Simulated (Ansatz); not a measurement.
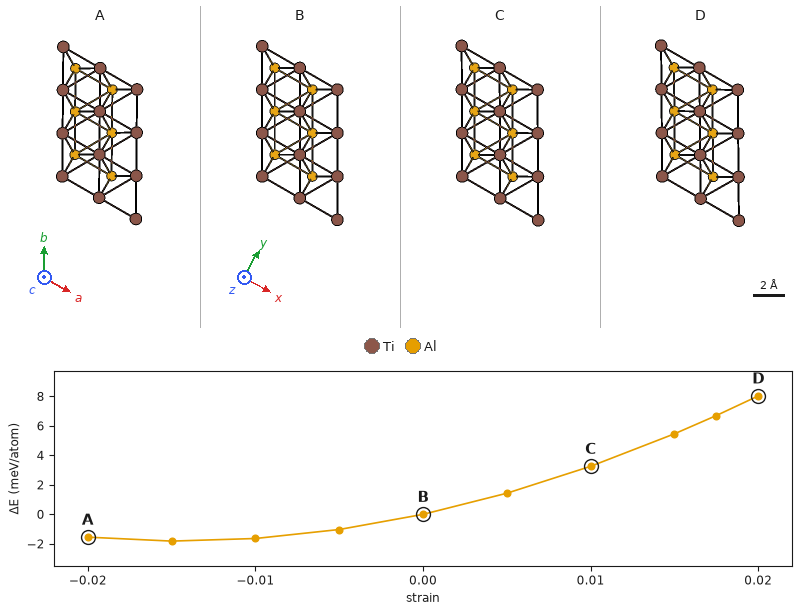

Energy scan for a crystal of TiAl (P-6m2), in which the cell is strained along x alone, with the atoms kept at their fractional coordinates. x, y and z are the Cartesian axes of the input. The lettered frames are marked on the plot. Style: ball-and-stick. Shown: the cell of the calculation, repeated 2 × 3 × 2 with one cell outlined, along the c axis.

All numbers below come from Ansatz, DFT PBEsol, scalar-relativistic, plane waves, PAW. Set-up: plane-wave cutoff 420 eV; k-point mesh 18 × 18 × 10; occupations gaussian; smearing width 0.15 eV; no spin polarisation. Energies (free energies at the smearing named) are counted from the cell as listed in its source, which wasn't relaxed.

> Read off the main features of the energy profile.

The lowest computed point lies at the strain −0.015 (−1.8 meV/atom). At the ends of the scan the energy is −1.5 meV/atom (−0.02) and 8.0 meV/atom (0.02). The unrelaxed reference is under a pressure of −2.8 GPa, which tilts the curve. The distortion takes the space group from P-6m2 to Amm2. At the strain −0.02 the cell of the drawing goes a 2.867 → 2.810 Å, b 2.867 → 2.853 Å, γ 120.0° → 119.5°.
